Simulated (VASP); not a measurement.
# Which face does Nb expose?, part 2 of 6

Aim: compare the low-index faces of Nb at one level of theory.

VASP 6.6.1; r2SCAN; plane waves and PAW (Nb_pv).

So far. Step 3 (The bulk reference, job self-consistent run, k-mesh …): The run ends at a pressure of -0.30 GPa.

## Step 4: Surface relaxation, 7 atoms, face Nb(110)

System of this step: Nb(110). The cell holds 7 atoms: 7 Nb. Its edges and angles: a = 3.319 Å, b = 2.874 Å, c = 29.081 Å, α = 90.0°, β = 90.0°, γ = 54.7°. It derives from Nb. 7 layers of bcc Nb, cut at this functional's lattice. Vacuum lies along c.

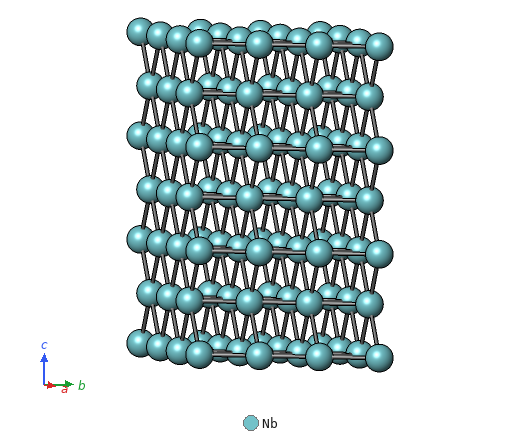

The cell of this step (niobium teal). 3×3×1 cells are drawn. Some periodic images of atoms are drawn too.

All atoms relax at the fixed cell.

INCAR

```
SYSTEM = Nb
PREC = Normal
ENCUT = 320
EDIFF = 1E-05
NELM = 120
ISMEAR = 1
SIGMA = 0.15
LREAL = .FALSE.
ALGO = Normal
METAGGA = R2SCAN
LASPH = .TRUE.
NBANDS = 47
LORBIT = 11
LWAVE = .FALSE.
LCHARG = .FALSE.
KPAR = 4
IBRION = 2
NSW = 40
ISIF = 2
EDIFFG = -0.03
POTIM = 0.4
MAXMIX = 40
```

POSCAR

```
Nb
1.0
    3.3188419198      0.0000000000      0.0000000000
    1.6594209599      2.3467756272      0.0000000000
    0.0000000000      0.0000000000     29.0806537631
Nb
7
Direct
    0.0000000000      0.0000000000      0.2579034200
    0.5000000000      0.0000000000      0.3386022800
    0.0000000000      0.0000000000      0.4193011400
    0.5000000000      0.0000000000      0.5000000000
    0.0000000000      0.0000000000      0.5806988600
    0.5000000000      0.0000000000      0.6613977200
    0.0000000000      0.0000000000      0.7420965800
```

KPOINTS

```
Automatic mesh
0
Gamma
13 13 1
0 0 0
```

The projector-augmented-wave data sets are Nb_pv (PBE family, release 64).

Command:

```console
$ mpirun -np 4 vasp_std
```

What it wrote:

```text
[banner, memory and clock lines left out]
running    4 mpi-ranks, on    1 nodes
 distrk:  each k-point on    1 cores,    4 groups
 distr:  one band on    1 cores,    1 groups

 POSCAR found type information on POSCAR Nb
 POSCAR found :  1 types and       7 ions
 [... a notice as in an earlier step ...]

 LDA part: xc-table for (None), standard interpolation
 POSCAR, INCAR and KPOINTS ok, starting setup
 FFT: planning ... GRIDC
 FFT: planning ... GRID_SOFT
 FFT: planning ... GRID
 WAVECAR not read
 entering main loop
       N       E                     dE             d eps       ncg     rms          rms(c)
DAV:   1     0.666429126248E+03    0.66643E+03   -0.33182E+04  5758   0.117E+03
DAV:   2    -0.135660853461E+03   -0.80209E+03   -0.78245E+03  4965   0.655E+02
DAV:   3    -0.192124336743E+03   -0.56463E+02   -0.52599E+02  7477   0.141E+02
DAV:   4    -0.196289181219E+03   -0.41648E+01   -0.38731E+01  7068   0.372E+01
DAV:   5    -0.196560801811E+03   -0.27162E+00   -0.26244E+00  7740   0.776E+00    0.653E+01
DAV:   6    -0.241729727723E+03   -0.45169E+02   -0.34451E+02  7492   0.119E+02    0.353E+01
DAV:   7    -0.344395171625E+03   -0.10267E+03   -0.34649E+03  8049   0.151E+02    0.150E+02
DAV:   8    -0.394572204249E+03   -0.50177E+02   -0.44829E+02  6802   0.116E+02    0.566E+01
DAV:   9    -0.199584138930E+03    0.19499E+03   -0.35834E+02  7693   0.925E+01    0.269E+01
DAV:  10    -0.174739026985E+03    0.24845E+02   -0.13558E+02  7399   0.516E+01    0.184E+01
DAV:  11    -0.173529221274E+03    0.12098E+01   -0.25716E+01  7516   0.221E+01    0.162E+01
DAV:  12    -0.172261639441E+03    0.12676E+01   -0.41630E+00  7164   0.899E+00    0.117E+01
DAV:  13    -0.172273156772E+03   -0.11517E-01   -0.58681E-01  6815   0.406E+00    0.106E+01
DAV:  14    -0.172317946510E+03   -0.44790E-01   -0.65521E-02  7252   0.107E+00    0.106E+01
DAV:  15    -0.172457470751E+03   -0.13952E+00   -0.15565E-02  7188   0.845E-01    0.108E+01
DAV:  16    -0.171756168217E+03    0.70130E+00   -0.23271E-01  6892   0.267E+00    0.892E+00
DAV:  17    -0.170930266175E+03    0.82590E+00   -0.13805E+00  6948   0.666E+00    0.387E+00
DAV:  18    -0.170992314276E+03   -0.62048E-01   -0.15620E-01  6717   0.282E+00    0.295E+00
DAV:  19    -0.170895933377E+03    0.96381E-01   -0.11987E-01  7188   0.248E+00    0.203E+00
DAV:  20    -0.171013841889E+03   -0.11791E+00   -0.35295E-01  6537   0.418E+00    0.308E+00
DAV:  21    -0.170859754446E+03    0.15409E+00   -0.37831E-01  6660   0.334E+00    0.269E+00
DAV:  22    -0.170877014255E+03   -0.17260E-01   -0.57649E-02  6933   0.137E+00    0.280E+00
DAV:  23    -0.170878888874E+03   -0.18746E-02   -0.96851E-03  7444   0.672E-01    0.237E+00
DAV:  24    -0.170875486220E+03    0.34027E-02   -0.54906E-03  7029   0.709E-01    0.175E+00
DAV:  25    -0.170876044573E+03   -0.55835E-03   -0.68079E-04  6413   0.206E-01    0.164E+00
DAV:  26    -0.170875533300E+03    0.51127E-03   -0.85799E-04  7060   0.218E-01    0.140E+00
DAV:  27    -0.170875520808E+03    0.12492E-04   -0.84195E-04  7165   0.235E-01    0.109E+00
DAV:  28    -0.170875697480E+03   -0.17667E-03   -0.17115E-04  6685   0.125E-01    0.106E+00
DAV:  29    -0.170875604010E+03    0.93470E-04   -0.24625E-04  5356   0.791E-02    0.998E-01
DAV:  30    -0.170875623770E+03   -0.19760E-04   -0.11774E-04  5589   0.633E-02    0.957E-01
DAV:  31    -0.170875595444E+03    0.28327E-04   -0.38756E-05  4317   0.597E-02    0.867E-01
DAV:  32    -0.170875550478E+03    0.44966E-04   -0.17703E-04  6180   0.112E-01    0.651E-01
DAV:  33    -0.170875470241E+03    0.80237E-04   -0.99634E-05  6356   0.827E-02    0.519E-01
DAV:  34    -0.170875465914E+03    0.43261E-05   -0.18462E-05  3588   0.411E-02
   1 F= -.17087547E+03 E0= -.17087564E+03  d E =-.170875E+03
 curvature:   0.00 expect dE= 0.000E+00 dE for cont linesearch  0.000E+00
 trial: gam= 0.00000 g(F)=  0.204E-01 g(S)=  0.000E+00 ort = 0.000E+00 (trialstep = 0.100E+01)
 search vector abs. value=  0.204E-01
 bond charge predicted
       N       E                     dE             d eps       ncg     rms          rms(c)
DAV:   1    -0.170841393602E+03    0.34077E-01   -0.30588E+00  5772   0.167E+01    0.734E-01
DAV:   2    -0.170907574167E+03   -0.66181E-01   -0.49819E-01  5042   0.441E+00    0.388E+00
DAV:   3    -0.170892445873E+03    0.15128E-01   -0.75732E-02  6795   0.242E+00    0.127E+00
DAV:   4    -0.170893733817E+03   -0.12879E-02   -0.14289E-02  7021   0.994E-01    0.428E-01
DAV:   5    -0.170893978836E+03   -0.24502E-03   -0.29002E-03  6457   0.444E-01    0.103E+00
DAV:   6    -0.170893704150E+03    0.27469E-03   -0.20722E-03  7404   0.447E-01    0.124E+00
DAV:   7    -0.170893433226E+03    0.27092E-03   -0.76486E-04  6876   0.214E-01    0.816E-01
DAV:   8    -0.170893050386E+03    0.38284E-03   -0.67758E-04  6956   0.182E-01    0.361E-01
DAV:   9    -0.170893051823E+03   -0.14373E-05   -0.15122E-04  6549   0.100E-01    0.196E-01
DAV:  10    -0.170892994339E+03    0.57484E-04   -0.10591E-04  6300   0.896E-02    0.828E-02
DAV:  11    -0.170892977820E+03    0.16518E-04   -0.39732E-05  4292   0.507E-02    0.753E-02
DAV:  12    -0.170892987431E+03   -0.96103E-05   -0.11846E-05  3457   0.307E-02
   2 F= -.17089299E+03 E0= -.17089278E+03  d E =-.175215E-01
[... from here on, the cycles between the ionic steps are left out ...]
   3 F= -.17090804E+03 E0= -.17090703E+03  d E =-.325747E-01
   4 F= -.17090815E+03 E0= -.17090705E+03  d E =-.326826E-01
   5 F= -.17090815E+03 E0= -.17090708E+03  d E =-.326870E-01
   6 F= -.17090967E+03 E0= -.17090878E+03  d E =-.151833E-02
   7 F= -.17091108E+03 E0= -.17091062E+03  d E =-.293044E-02
   8 F= -.17091109E+03 E0= -.17091056E+03  d E =-.293750E-02
   9 F= -.17091110E+03 E0= -.17091059E+03  d E =-.294477E-02
  10 F= -.17091157E+03 E0= -.17091107E+03  d E =-.470028E-03
 ZBRENT: can't locate minimum, use default step
 trial-energy change:   -0.000470  1 .order   -0.000482   -0.000477   -0.000487
 step:   8.1113(harm=  8.1113)  dis= 0.01312  next Energy=  -170.913085 (dE=-0.199E-02)
 bond charge predicted
       N       E                     dE             d eps       ncg     rms          rms(c)
DAV:   1    -0.170889038844E+03    0.22529E-01   -0.15047E+00  5774   0.120E+01    0.482E-01
DAV:   2    -0.170911984846E+03   -0.22946E-01   -0.22042E-01  4614   0.276E+00    0.948E-02
DAV:   3    -0.170912771711E+03   -0.78687E-03   -0.71518E-03  7752   0.640E-01    0.706E-02
DAV:   4    -0.170912762828E+03    0.88836E-05   -0.15649E-04  6300   0.101E-01    0.495E-02
DAV:   5    -0.170912775596E+03   -0.12768E-04   -0.23971E-05  4046   0.475E-02    0.272E-02
DAV:   6    -0.170912778785E+03   -0.31886E-05   -0.12867E-05  3363   0.291E-02
  11 F= -.17091278E+03 E0= -.17091232E+03  d E =-.168110E-02
 curvature:  -7.52 expect dE=-0.735E-03 dE for cont linesearch -0.695E-03
 trial: gam=-0.20130 g(F)=  0.978E-04 g(S)=  0.000E+00 ort = 0.163E-03 (trialstep = 0.324E+01)
 search vector abs. value=  0.438E-04
 reached required accuracy - stopping structural energy minimisation
```

It took 9.6 min on 4 MPI ranks of AMD EPYC 9R45, shared host; peak memory 1.1 GiB.

OUTCAR, selected parts (step 4):

```text
  LATTYP: Found a base centered orthorhombic cell.
 ALAT       =     3.3188419198
 B/A-ratio  =     1.4142135624
 C/A-ratio  =     8.7622895172

 Subroutine GETGRP returns: Found  8 space group operations
 (whereof  8 operations were pure point group operations)

The static configuration has the point symmetry D_2h.

 Found     49 irreducible k-points:

   k-points           NKPTS =     49   k-points in BZ     NKDIM =     49   number of bands    NBANDS=     47

   dimension x,y,z NGX =    16 NGY =   14 NGZ =  128
   dimension x,y,z NGXF=    32 NGYF=   28 NGZF=  256

   ENCUT  =  320.0 eV  23.52 Ry    4.85 a.u.   4.84  4.19 42.42*2*pi/ulx,y,z

   NELECT =      77.0000    total number of electrons

 E-fermi :   0.8775

 k-point     1 :       0.0000    0.0000    0.0000
  band No.  band energies     occupation
    ...
     32       0.0221      2.00000
     33       0.4940      2.00179
     34       0.4999      2.00214
     35       0.5304      2.00510
     36       0.9100      0.64284
     37       0.9974      0.02000
     38       1.0686     -0.07021
     39       1.1865     -0.01310
     40       1.2394     -0.00339
     41       1.3994     -0.00001
    ...

 k-point     2 :       0.0769    0.0000    0.0000
  band No.  band energies     occupation
    ...
     33       0.3913      2.00005
     34       0.4166      2.00012
     35       0.5182      2.00365
     36       0.8107      1.67682
     37       0.8697      1.08789
     38       1.0067     -0.00837
     39       1.1076     -0.05222
     40       1.2243     -0.00515
     41       1.3380     -0.00013
     42       1.4687     -0.00000
    ...

  Total       -2.6785938     -3.8823902     -0.9208640      0.0000000      0.0000000      0.0000000
  in kB      -18.9476405    -27.4629673     -6.5139407      0.0000000      0.0000000      0.0000000
  external PRESSURE =     -17.6415161 kB  Pullay stress =       0.0000000 kB

  energy-cutoff  :      320.00
  volume of cell :      226.50
      direct lattice vectors                 reciprocal lattice vectors
     3.318841920  0.000000000  0.000000000     0.301309922 -0.213058289  0.000000000
     1.659420960  2.346775627  0.000000000     0.000000000  0.426116578  0.000000000
     0.000000000  0.000000000 29.080653763     0.000000000  0.000000000  0.034387122

 POSITION                                       TOTAL-FORCE (eV/Angst)
 -----------------------------------------------------------------------------------
      0.00000      0.00000      7.57222        -0.000000      0.000000      0.024173
      1.65942      0.00000      9.82746        -0.000000      0.000000      0.015648
      3.31884      0.00000     12.18314        -0.000000      0.000000      0.020920
      1.65942      0.00000     14.54033        -0.000000      0.000000      0.000000
      0.00000      0.00000     16.89751         0.000000      0.000000     -0.020920
      1.65942      0.00000     19.25319        -0.000000      0.000000     -0.015648
      0.00000      0.00000     21.50844         0.000000      0.000000     -0.024173
 -----------------------------------------------------------------------------------
    total drift:                                0.000000      0.000000     -0.000000

  FREE ENERGIE OF THE ION-ELECTRON SYSTEM (eV)
  ---------------------------------------------------
  free  energy   TOTEN  =      -170.9127787850 eV

  energy  without entropy=     -170.9113927185  energy(sigma->0) =     -170.91231676

 total charge
# of ion       s       p       d       tot
------------------------------------------
    1        0.417   6.196   3.143   9.757
    2        0.434   6.324   3.138   9.896
    3        0.425   6.308   3.120   9.853
    4        0.426   6.297   3.141   9.864
    5        0.425   6.308   3.120   9.853
    6        0.434   6.324   3.138   9.896
    7        0.417   6.196   3.143   9.757
--------------------------------------------------
tot          2.977  43.954  21.945  68.876

[... 1 part as in an earlier step ...]

[... 7 further parts left out ...]
```

CONTCAR:

```
Nb
   1.00000000000000
     3.3188419198000001    0.0000000000000000    0.0000000000000000
     1.6594209599000000    2.3467756272000000    0.0000000000000000
     0.0000000000000000    0.0000000000000000   29.0806537630999991
  Nb
     7
Direct
     0.0000000000000000    0.0000000000000000    0.2603867580687357
     0.5000000000000000    0.0000000000000000    0.3379382280486544
     1.0000000000000000    0.0000000000000000    0.4189432595233757
     0.5000000000000000    0.0000000000000000    0.5000000000000000
     0.0000000000000000    0.0000000000000000    0.5810567404766244
     0.5000000000000000    0.0000000000000000    0.6620617719513455
     0.0000000000000000    0.0000000000000000    0.7396132419312644
```

The run keeps the 8 symmetry operations of its start, so it cannot find a distortion of lower symmetry.

The steps of the relaxation:

```
step  energy less that of the first step (eV)  largest force (eV/Å)
   1                                   0.0000                0.3816
   2                                  -0.0175                0.2966
   3                                  -0.0326                0.0834
   4                                  -0.0327                0.0851
   5                                  -0.0327                0.0850
   6                                  -0.0342                0.0577
   7                                  -0.0356                0.0545
   8                                  -0.0356                0.0339
   9                                  -0.0356                0.0432
  10                                  -0.0361                0.0349
  11                                  -0.0373                0.0242
```

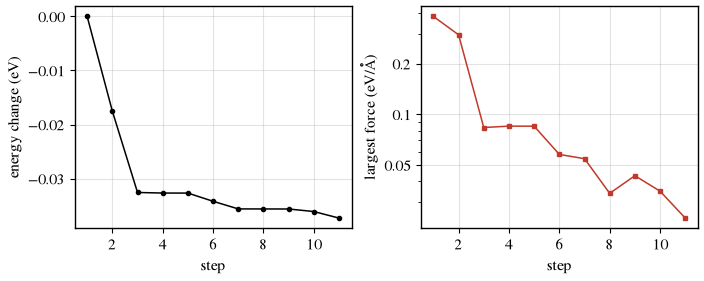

Energy and largest force along the relaxation.

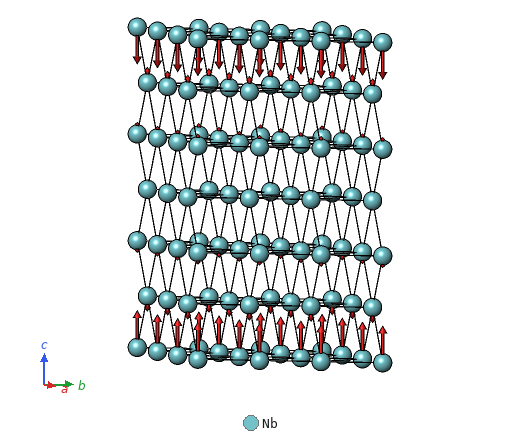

Displacements in the relaxation, exaggerated; the longest in the cell stands for 0.07 Å. 3×3×1 cells are drawn. Some periodic images of atoms are drawn too.

The atoms that moved most (Å):

```
atom     dx     dy      dz  length
 Nb7  0.000  0.000  -0.072   0.072
 Nb1  0.000  0.000   0.072   0.072
 Nb6  0.000  0.000   0.019   0.019
 Nb2  0.000  0.000  -0.019   0.019
 Nb3  0.000  0.000  -0.010   0.010
 Nb5  0.000  0.000   0.010   0.010
```

The relaxed structure:

```xyz
7
Lattice="3.3188 0.0000 0.0000 1.6594 2.3468 0.0000 0.0000 0.0000 29.0807" Properties=species:S:1:pos:R:3
Nb    0.0000    0.0000    7.5722
Nb    1.6594    0.0000    9.8275
Nb    0.0000    0.0000   12.1831
Nb    1.6594    0.0000   14.5403
Nb    0.0000    0.0000   16.8975
Nb    1.6594    0.0000   19.2532
Nb    0.0000    0.0000   21.5084
```

Numbers from this step:

| Quantity | Value |
| --- | --- |
| electronic cycles | 90 |
| electrons | 77 |
| free energy (TOTEN) | -170.9128 eV |
| energy at zero smearing | -170.9123 eV |
| Fermi energy | 0.8775 eV |

The run ended after 11 ionic steps, 0.037 eV below its first step, once the forces on the free atoms met EDIFFG = -0.03.

[end of part 2 of 6]

[Lines on the potential files, build, host, timing and source positions are cut from VASP's logs without a mark.]

[Logs are printed without paths, hosts, clocks, repeated set-up lines and the standing remarks that a program may print on its own settings, such as how far it seeks lower states.]

[Hosts, paths, dates, database ids (printed as entryN), source tags and the programs' standing remarks are cut or masked in the printed files.]

[Runs that stopped without an error message from VASP are left out.]
